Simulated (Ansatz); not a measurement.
A series of calculations on Al2Pt

### Relaxation

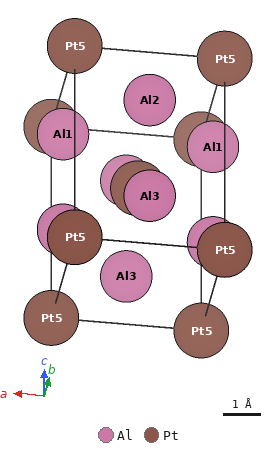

Starting structure of solid Al2Pt (set up in I4/mmm). The picture is a spheres-only view of the cell of the calculation, seen from a free direction.

Case: uniaxial strain along c of +4.5 %; a, b and atoms relaxed.

All numbers below come from DFT PBEsol, scalar-relativistic, plane waves, PAW (Ansatz).

Input
```yaml
crystal:
  lattice:
    - [2.9150894, 2.9150894, 0.0]
    - [-2.9150894, 2.9150894, 0.0]
    - [0.0, 0.0, 6.1618577456]
  atoms:
    - { symbol: Al, position: [0.0, 0.5, 0.75] }
    - { symbol: Al, position: [0.5, 0.0, 0.75] }
    - { symbol: Al, position: [0.5, 0.0, 0.25] }
    - { symbol: Al, position: [0.0, 0.5, 0.25] }
    - { symbol: Pt, position: [0.0, 0.0, 0.0] }
    - { symbol: Pt, position: [0.5, 0.5, 0.5] }
basis:
  ecutwfc: 420
kpoints:
  mp_grid: { grid: [8, 8, 6] }
hamiltonian:
  xc: pbesol
scf:
  occupations: { method: gaussian, width: 0.1 }
output:
  forces: true
  stress: true
  eigenvalues: true
relax:
  adjacent_minimum: "off"
  f_tol: 0.008
  max_steps: 40
  cell: { stress_tol: 0.015, fix: [c, angles] }
```

Launched with:
```bash
ansatz run input.yaml --threads 1 --pin off --max-ram 2560MiB --backend cpu --events-out ev --progress --plain --runs-dir out
```

> Predict the outcome.

The atoms keep their places relative to the cell (all moves are under 0.005 Å). The volume changes by −1.2 %, with a = b 4.123 → 4.098 Å (−0.6 %), c unchanged at 6.162 Å. Near-neighbour distances that change, for instance: Al1–Al2 2.915 → 2.898 Å, Al1–Pt5 2.573 → 2.564 Å. The space group stays I4/mmm (No. 139). Over 2 accepted moves (3 points after the start) the energy falls by 6.5 meV per cell of the calculation. All forces vanish by symmetry, so only the cell relaxes. The pressure goes from −2.84 to −1.32 GPa. The SCF was repeated once at an unchanged geometry on a basis and grid sized afresh for the cell, which shifted the energy by 0.4 meV per cell of the calculation at most. The run took 42 s on 1 thread of Arm Neoverse V1 (shared host), peak memory 0.44 GiB.

History of the run:

```json
{"step": "0", "E − E(0), meV/atom": "0.00", "pressure, GPa": "-2.84", "volume, Å³/atom": "17.454", "note": ""}
{"step": "1", "E − E(0), meV/atom": "-1.07", "pressure, GPa": "-0.84", "volume, Å³/atom": "17.186", "note": ""}
{"step": "2", "E − E(0), meV/atom": "-1.14", "pressure, GPa": "-1.32", "volume, Å³/atom": "17.248", "note": ""}
{"step": "3", "E − E(0), meV/atom": "-1.08", "pressure, GPa": "-1.32", "volume, Å³/atom": "17.248", "note": "same geometry, new basis"}
```

### Relaxation

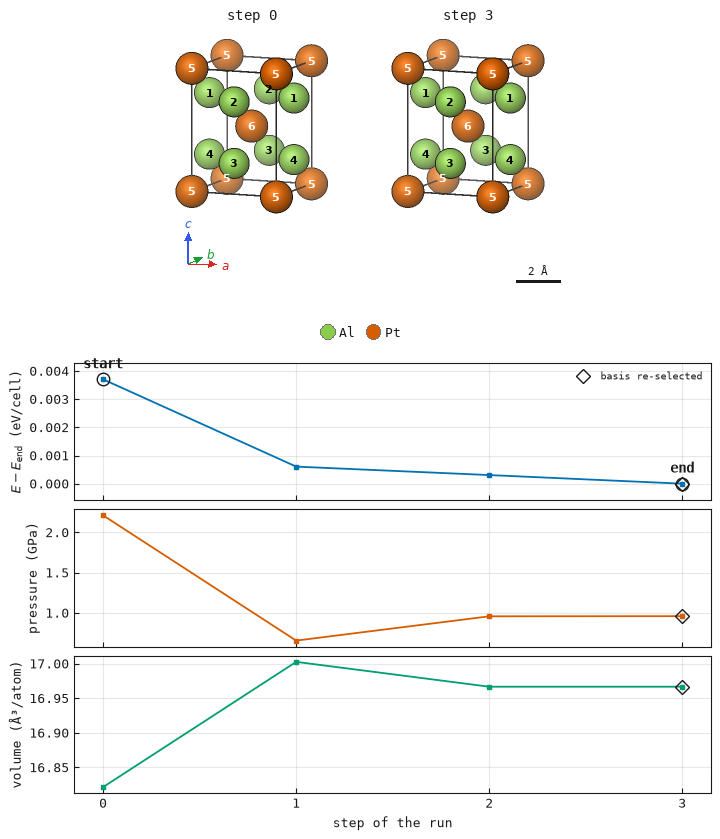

First and last geometry of a relaxation of solid Al₂Pt (set up in I4/mmm), with the history of the run. A spheres-only model of the cell of the calculation, seen slightly off an axis.

Case: uniaxial strain along c of -3.0 %; a, b and atoms relaxed.

Method: DFT PBEsol, scalar-relativistic, plane waves, PAW (Ansatz 0.2.0). Set-up: plane-wave cutoff 420 eV; k-point mesh 8 × 8 × 6; occupations gaussian; smearing width 0.1 eV; no spin polarisation; cell relaxed at fixed c, angles; force threshold 0.008 eV/Å; at most 40 steps.

Q: Did the run converge, and what did it change?

A: It converged. The atoms keep their places relative to the cell (all moves are under 0.005 Å). The drawn cell changes as follows: a = b 4.201 → 4.219 Å (+0.4 %), c unchanged at 5.720 Å; the volume changes by +0.9 %. Among the contacts that change: Al1–Pt5 2.541 → 2.548 Å. The space group stays I4/mmm (No. 139). The energy falls by 3.7 meV per cell of the calculation in 2 accepted moves (3 points after the start). All forces vanish by symmetry, so only the cell relaxes. Pressure: 2.21 GPa at the start and 0.96 GPa at the end. The SCF was repeated once at an unchanged geometry on a basis and grid sized afresh for the cell, which shifted the energy by 0.3 meV per cell of the calculation at most. Cost: 37 s on 1 thread of Arm Neoverse V1, on a shared host, peak memory 0.43 GiB.

| step | E − E(0), meV/atom | pressure, GPa | volume, Å³/atom | note |
| --- | --- | --- | --- | --- |
| 0 | 0.00 | 2.21 | 16.822 |  |
| 1 | -0.52 | 0.66 | 17.003 |  |
| 2 | -0.57 | 0.96 | 16.967 |  |
| 3 | -0.62 | 0.96 | 16.967 | same geometry, new basis |

### Series

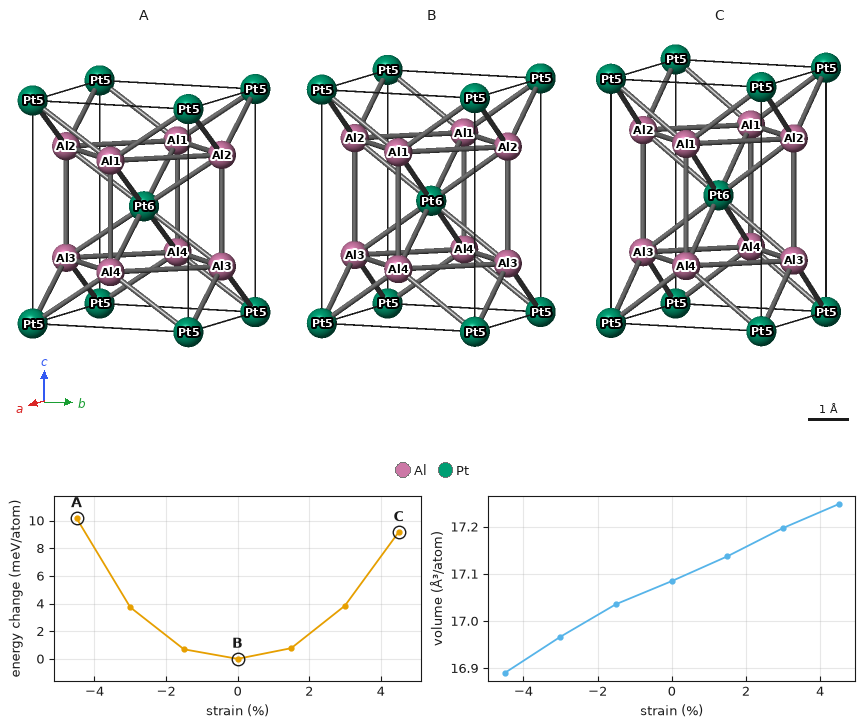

Members of a series of calculations on crystalline Al$_{2}$Pt (set up in Fm-3m), marked on the first curve. Style: ball-and-stick. Shown: the cell of the calculation, slightly off an axis.

Theory: DFT PBEsol, scalar-relativistic, plane waves, PAW in Ansatz. (plane-wave cutoff 420 eV; k-point mesh 8 × 8 × 6; occupations gaussian; smearing width 0.1 eV; no spin polarisation)

Which kind of strain is it, and how does the structure respond?

Uniaxial strain along c; a, b and atoms relaxed. A (strain −4.5 %): energy change 10.2 meV/atom, volume 16.89 Å³ per atom. B (strain 0.0 %): energy change 0.0 meV/atom, volume 17.08 Å³ per atom. C (strain 4.5 %): energy change 9.2 meV/atom, volume 17.25 Å³ per atom. The rest compares A with C. The drawn cell changes as follows: a = b 4.242 → 4.098 Å (−3.4 %), c 5.631 → 6.162 Å (+9.4 %); the volume changes by +2.1 %. Near-neighbour distances before and after: Al–Al 2.816 → 3.081 Å, Al–Al 3.000 → 2.898 Å, Al–Pt 2.546 → 2.564 Å.
